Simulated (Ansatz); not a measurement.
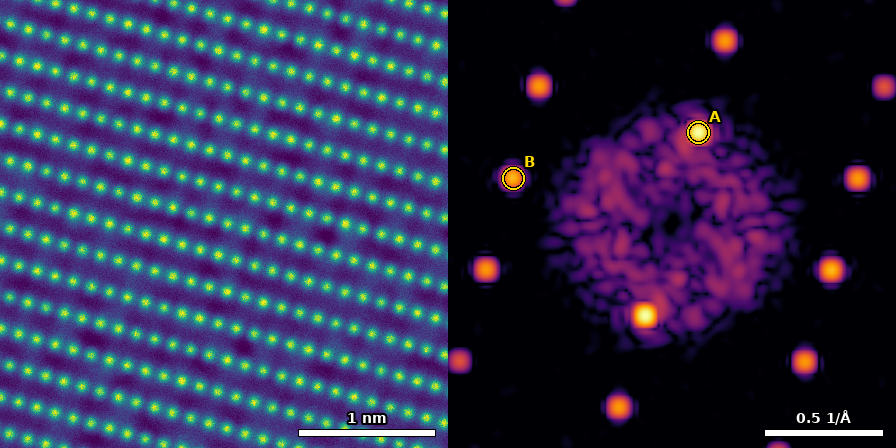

iDPC-like image of a crystal. Simulated as the projected potential of neutral atoms (B = 0.8 Å²) blurred by a 0.55 Å probe, the thin-sample limit of integrated differential phase contrast. Shot noise and the speckle of an amorphous layer were added.

The right panel is the modulus of the image's Fourier transform on a logarithmic scale.

> Which lattice spacings do the marked spots stand for, and what angle do A and B enclose?

A: 2.4 Å, B: 1.4 Å; A and B enclose about 90°.

The crystal is Pt (P6_3/mmc, No. 194) along [210]; the spots are (002) and (1 -2 0). Structure used: the geometry given to an electronic-structure calculation, possibly off equilibrium; the starting structure was generated, so it need not be a known form of this composition.
